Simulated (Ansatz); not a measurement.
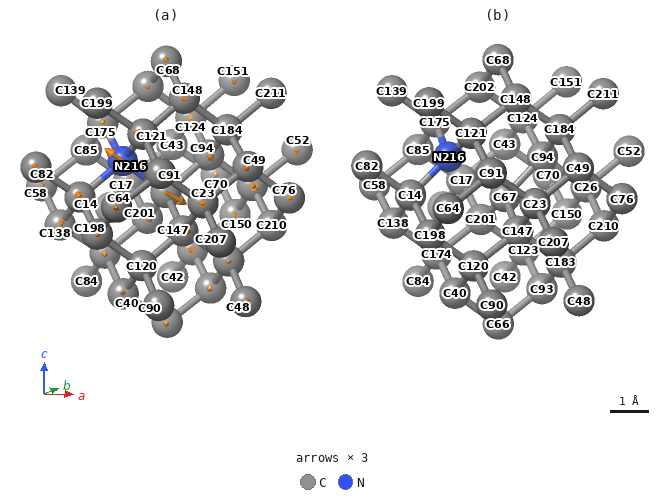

The structure of a defect cell of composition C215N before (left) and after (right) a relaxation, at one scale. The orange arrows give the displacements, 3 times their true length.

Style: ball-and-stick. Shown: the atoms within 4.2 Å of the atom that moves most (axes of the cell of the calculation (origin shifted)), slightly off an axis.

Computed with DFT, PBEsol, PAW, plane waves (Ansatz 0.2.0). Set-up: plane-wave cutoff 420 eV; k-point mesh 1 × 1 × 1; mesh shifted by (0.25, 0.25, 0.25); collinear spin; atoms relaxed in a fixed cell; force threshold 0.03 eV/Å; at most 80 steps.

Q: Describe what moved and what it gained.

A: The largest move is that of a C atom, 0.23 Å along [1 1 −1]. Largest moves by element: C 0.23 Å, N 0.21 Å. The cell doesn't change. Some distances before and after: C–N 1.564 → 2.008 Å, C–C 1.564 → 1.479 Å, C–C 1.462 → 1.541 Å, C–N 1.547 → 1.469 Å. Bond angles that change, for instance: C–N–C 107.4° → 114.9°, C–C–N 111.5° → 104.5°, C–C–C 109.2° → 115.8°. Over 8 geometry steps the energy falls by 6.547 eV per cell of the calculation. The largest force component goes from 2.8 to 0.0091 eV/Å. Cost: 19 s on 1 × NVIDIA GB200 with 8 threads of Arm Neoverse-V2, peak memory 2.1 GiB.
